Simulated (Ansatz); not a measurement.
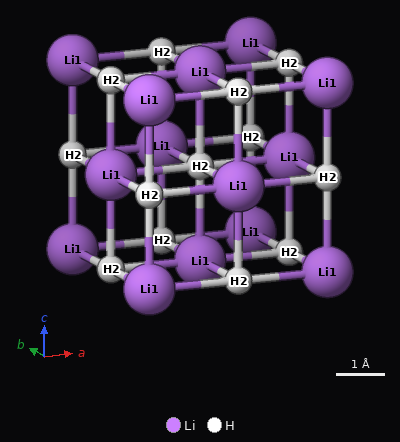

**Figure 1.** The structure as given in the input (ball-and-stick view of the cell 4 times as large as that of the calculation, set on its symmetry axes, seen slightly off an axis; atoms are numbered from 1 in the order of the input). An atom can appear more than once, as a periodic image. Near neighbours in the periodic cell (some may lie outside the picture): Li has 6 H at 2.03 Å; H has 6 Li at 2.03 Å.

# Band-structure calculation of LiH

System: LiH (Fm-3m, 2 atoms in the cell).
Method: DFT, PBEsol, PAW with Ansatz's default frozen-core files, scalar-relativistic, no spin polarisation (Ansatz 0.2.0).

The structure derives from an entry of the Crystallography Open Database. It belongs to a series of runs on one base structure; here: functional pbesol, PAW files. Figures and captions count atoms from 1; the log counts them from 0 in places.

### Input
```yaml
crystal:
  lattice:
    - [0.0, 2.0325, 2.0325]
    - [2.0325, 0.0, 2.0325]
    - [2.0325, 2.0325, 0.0]
  atoms:
    - { symbol: Li, position: [0.0, 0.0, 0.0] }
    - { symbol: H, position: [0.5, 0.5, 0.5] }
kpoints:
  mp_grid: { grid: [11, 11, 11] }
  band_path:
    path:
      - [0.0, 0.0, 0.0]
      - [0.5, 0.0, 0.5]
      - [0.625, 0.25, 0.625]
      - [0.375, 0.375, 0.75]
      - [0.0, 0.0, 0.0]
      - [0.5, 0.5, 0.5]
      - [0.5, 0.25, 0.75]
      - [0.5, 0.0, 0.5]
    npoints: 5
scf:
  occupations: { method: fermi_dirac, width: 0.03 }
hamiltonian:
  xc: pbesol
  pseudopotentials: { kind: paw }
output:
  forces: true
  stress: true
  eigenvalues: true
  efg: { contact_densities: true }
```

Launched with:
```bash
ansatz run input.yaml --threads 1 --pin off --max-ram 2048MiB --backend cpu --events-out ev --progress --plain --runs-dir out
```

### The program's output
```
Engine: ansatz 0.2.0, x86_64-unknown-linux-gnu
Pseudopotentials: kind: paw
Pseudopotential: Li, paw, valence charge 3, recommended cutoff 420 eV (normal), Li.paw.azcp
Pseudopotential: H, paw, valence charge 1, recommended cutoff 420 eV (normal), H.paw.azcp
Functional definition: PBEsol
  exchange = pbesol_x
  correlation = pbesol_c
Crystal: 2 atoms, lattice volume = 16.793 Å³
Basis set: ecut = 420 eV, 331 PW (Γ), exchange–correlation on 40×40×40 points (8 copies of the dense FFT grid, shifted against one another)
Bands: 6, of which v1, the nominal top of the filled ones, is band 2 counted from 1 (1 counted from 0)
Symmetry: 48 space group operations
Space group: Fm-3m (ITA 225), of the structure as read, at distance tolerance 2.6e-5 Å
k-points: 56 of 1331
Non-local potential: Li, projectors of the file, l = 0: 3, l = 1: 2, l = 2: 1
Non-local potential: H, projectors of the file, l = 0: 2, l = 1: 1
PAW form: soft (Blöchl's): semilocal exchange-correlation on the pseudo side does not see the compensation charge
PAW one-centre angular grid: Li, 110 points (default); XC on 64 Gauss nodes
PAW one-centre angular grid: H, 110 points (default); XC on 64 Gauss nodes
Initial density: superposition of atomic densities (neutral atoms: chi_scale 0, normalization atom), corrected by the library's trained network
Initial wavefunctions: pseudopotential atomic-orbital guess
Functional: x = pbesol(κ = 0.804, μ = 0.12345679012345678), c = pbesol(β = 0.046)
SCF iter   1: F=—  HF=-219.499055 eV  |F-HF|=—  |Δ(HF+E_count)|=         —  Δρ=7.56e-3  dr2=6.69e-3  ethr=1.77e-3  ⟨swp⟩=4.9  Hψ=2676  notcnv=0
preconditioner: auto → none  [insulator: Δε(μ)=2.884 eV  Ē_g=13.629 eV  σ=0.030 eV  W_gap=1.00  n_scr=0 (ndim 8)  ℏωp=12.8 eV  f_vac=0.000  D(μ)=0.00/eV (n_scr^D=0)  ε∞_Penn≈1.9]
SCF iter   2: F=—  HF=-219.496422 eV  |F-HF|=—  |Δ(HF+E_count)|=   2.63e-3  Δρ=2.74e-3  dr2=8.41e-4  ethr=1.67e-4  ⟨swp⟩=1.3  Hψ=799  notcnv=0
SCF iter   3: F=—  HF=-219.496046 eV  |F-HF|=—  |Δ(HF+E_count)|=   3.77e-4  Δρ=1.39e-4  dr2=2.76e-6  ethr=2.10e-5  ⟨swp⟩=1.9  Hψ=395  notcnv=0
SCF iter   4: F=—  HF=-219.496044 eV  |F-HF|=—  |Δ(HF+E_count)|=   1.08e-6  Δρ=5.25e-5  dr2=3.34e-7  ethr=6.91e-8  ⟨swp⟩=1.9  Hψ=391  notcnv=0
iter 5 did not close the SCF: its close was put off for the readings that it lacked (scf_convergence_deferred on its scf_iter line)
SCF iter   5: F=-219.496044 eV  HF=-219.496044 eV  |F-HF|=2.98e-9  |Δ(HF+E_count)|=   1.20e-7  Δρ=7.53e-6  dr2=6.25e-9  ethr=8.36e-9  ⟨swp⟩=1.2  Hψ=345  notcnv=0
SCF iter   6: F=-219.496044 eV  HF=-219.496044 eV  |F-HF|=1.85e-11  |Δ(HF+E_count)|=   1.98e-9  Δρ=5.82e-7  dr2=3.92e-11  ethr=1.56e-10  ⟨swp⟩=1.9  Hψ=939  notcnv=0
SCF 1 converged in 6 iterations: F = -219.496044 eV  dr2 = 3.92e-11
  greatest PAW one-centre occupation: 1.000 electrons in one spin orbital (limit 2), on the Li atom at site 0 (counted from 0), in its partial waves of l = 0
NSCF: frozen V_eff on 36 k-points
SCF converged after 6 iterations
Free energy (F): -219.496044 eV
Harris-Foulkes:  -219.496044 eV  (|F-HF|=1.85e-11)
Internal energy: -219.496044 eV  (E = F + TS)
E sigma→0 (E₀):  -219.496044 eV
Fermi energy:    2.022324 eV
--- Per-component energies (eV) ---
  E_band       = -89.753368
  E_kinetic    = 35.258758
  E_local      = -125.583259  (includes V_loc(G=0)·N_el)
  E_nonlocal   = -31.779433
  E_hartree    = 35.087035
  E_xc         = -19.631258
  E_vxc        = -25.528970  (∫ρ·V_xc dr)
  E_paw        = -20.060389  (= ΣΔE_a)
  E_vpaw       = -12.293575  (= ΣTr[D̂ρ^β])
  E_aug_tail   = -0.000969  (compensation charges beyond the density's cutoff)
  E_ewald      = -92.786530
  E_smearing   = -0.000000  (= −TS)
  E_closure    = 0.000000  (closes the sum)
  Σ components = -219.496044   (vs F -219.496044, Δ=0.00e0)
--- Forces (eV/Å), atoms counted from 1 ---
  atom   1  Li    -0.00000000     0.00000000     0.00000000
  atom   2  H      0.00000000    -0.00000000    -0.00000000
  max |Σ_I F_I| component: 1.05e-30 eV/Å
--- Stress (GPa, compression-positive) ---
       -2.119448       0.000000       0.000000
        0.000000      -2.119448       0.000000
        0.000000      -0.000000      -2.119448
  P = ⅓ Tr σ = -2.1194 GPa (-21.194 kbar)
--- PAW observables at the nuclei: V_zz in 10²¹ V/m², potentials from the cell's mean, atoms counted from 1 ---
  atom   1  Li V_zz =    -0.000000   η = 0.0000   by run symmetry: forbidden
            electrostatic potential = -162.503734 V   contact ρ = 92.973555 e/Å³
  atom   2  H  V_zz =    +0.000000   η = 0.0000   by run symmetry: forbidden
            electrostatic potential = -36.485550 V   contact ρ = 2.682637 e/Å³
--- Band table (eV; the first three rows and the last of 56) ---
  k-point 0: bands = ["-43.1791", "-4.8111", "16.1403", "17.9247", "17.9247", "17.9247"]
  k-point 1: bands = ["-43.1757", "-4.6663", "14.9435", "17.0498", "17.5924", "17.5924"]
  k-point 2: bands = ["-43.1668", "-4.2397", "12.1133", "15.9027", "17.0150", "17.0150"]
  k-point 55: bands = ["-43.1243", "0.2216", "5.2750", "6.1756", "11.9407", "17.4734"]
```

### File bands.tsv
```
# k_distance	band_0	band_1	band_2	band_3	band_4	band_5
# fermi_ev = 2.022324
# lock_threshold_ev = 1e-6
# [0, 0, 0] at k_distance = 0.000000
# [0.5, 0, 0.5] at k_distance = 1.545679
# [0.625, 0.25, 0.625] at k_distance = 2.092159
# [0.375, 0.375, 0.75] at k_distance = 3.038690
# [0, 0, 0] at k_distance = 4.678131
# [0.5, 0.5, 0.5] at k_distance = 6.016728
# [0.5, 0.25, 0.75] at k_distance = 7.109688
# [0.5, 0, 0.5] at k_distance = 7.882528
# levels_relative_to = fermi_ev
# free_energy_ev = -219.496044
# largest_residual_norms_ev = 7.358e-5 3.544e-4 8.582e-4 5.170e-4 7.257e-4 6.330e-4
0.000000	-45.201411	-6.833397	14.117939	15.902349	15.902349	15.902349
0.309136	-45.196061	-6.597366	12.879662	14.286833	14.286833	16.655237
0.618272	-45.182162	-5.874387	10.321367	12.072906	12.072906	15.240767
0.927407	-45.165175	-4.633559	6.829129	10.374760	10.374760	13.434127
1.236543	-45.151603	-2.896085	3.396456	9.334807	9.334807	12.348049
1.545679	-45.146472	-1.444389	1.337153	8.985666	8.985666	11.985799
1.654975	-45.146454	-1.455766	1.381987	8.561362	9.029908	12.490799
1.764271	-45.146440	-1.495136	1.516184	7.741514	9.162597	13.461042
1.873567	-45.146506	-1.576587	1.739729	6.928235	9.383436	14.101514
1.982863	-45.146766	-1.720013	2.052500	6.256085	9.692066	14.214777
2.092159	-45.147356	-1.944525	2.454267	5.782017	10.087894	14.146548
2.281465	-45.147774	-2.091986	2.837177	5.374044	10.213485	14.500504
2.470772	-45.148059	-2.195368	3.370208	4.770235	10.219906	15.104975
2.660078	-45.148059	-2.195368	3.370208	4.770235	10.219906	15.104975
2.849384	-45.147774	-2.091986	2.837177	5.374044	10.213485	14.500504
3.038690	-45.147356	-1.944525	2.454267	5.782017	10.087894	14.146548
3.366578	-45.152490	-3.111001	4.190206	5.669710	11.785494	13.852433
3.694466	-45.164253	-4.570979	6.706420	7.116917	13.916263	14.158312
4.022354	-45.180699	-5.794973	9.520695	9.947701	14.473958	16.332308
4.350243	-45.195463	-6.570406	12.386450	13.648607	15.275612	16.182754
4.678131	-45.201411	-6.833397	14.117939	15.902349	15.902349	15.902349
4.945850	-45.197392	-6.658316	12.679242	14.905516	15.513254	15.513254
5.213569	-45.186859	-6.145211	9.488306	13.669296	14.891016	14.891016
5.481289	-45.173844	-5.352028	6.402055	12.658627	14.513903	14.513903
5.749008	-45.163310	-4.473544	4.079536	11.998630	14.452964	14.452964
6.016728	-45.159285	-4.028411	3.145139	11.770736	14.510337	14.510337
6.235320	-45.158034	-3.878728	3.181734	10.589307	13.452902	14.036032
6.453912	-45.154760	-3.442811	3.280409	8.243415	11.980435	14.202548
6.672504	-45.150710	-2.774239	3.408993	5.995383	10.813604	14.741488
6.891096	-45.147429	-2.036183	3.519383	4.272172	10.078206	15.348919
7.109688	-45.146178	-1.659938	3.563281	3.563281	9.826944	15.642712
7.264256	-45.146205	-1.640061	2.764877	4.532420	9.745440	15.578571
7.418824	-45.146279	-1.587568	2.141365	5.662652	9.533048	15.430460
7.573392	-45.146364	-1.520865	1.694942	6.927599	9.273083	14.758954
7.727960	-45.146438	-1.465640	1.426715	8.225225	9.064761	12.925084
7.882528	-45.146472	-1.444389	1.337153	8.985666	8.985666	11.985799
```

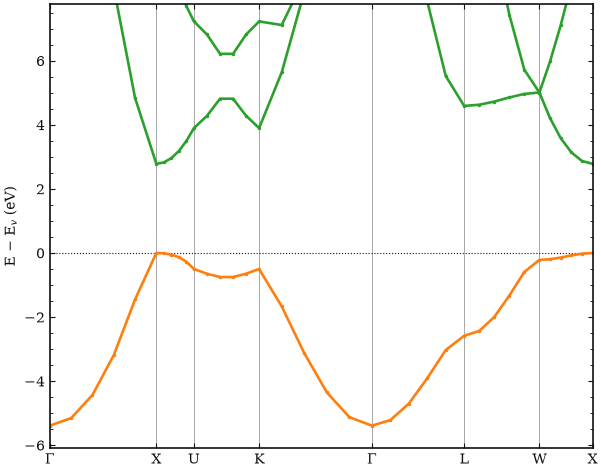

**Figure 2.** Band structure along Γ–X–U–K–Γ–L–W–X, with energies from the valence-band top. There is a gap of 2.78 eV on this path, direct, at X.

### Results in brief

- outcome: converged
- space group (tolerance 0.01 Å): Fm-3m (225)
- electrons treated: 4
- free energy: −219.4960 eV
- Fermi energy: 2.022 eV
- gap on the k-point mesh: 2.97 eV
- pressure: −2.12 GPa
- field gradient V_zz (10²¹ V/m²): zero at all sites
- largest force (length of the vector): under 0.001 eV/Å
- hardware: 1 thread of AMD EPYC (Zen 5), 32 GiB of memory available, shared host
- wall time: 0.57 s
- peak memory: 0.33 GiB
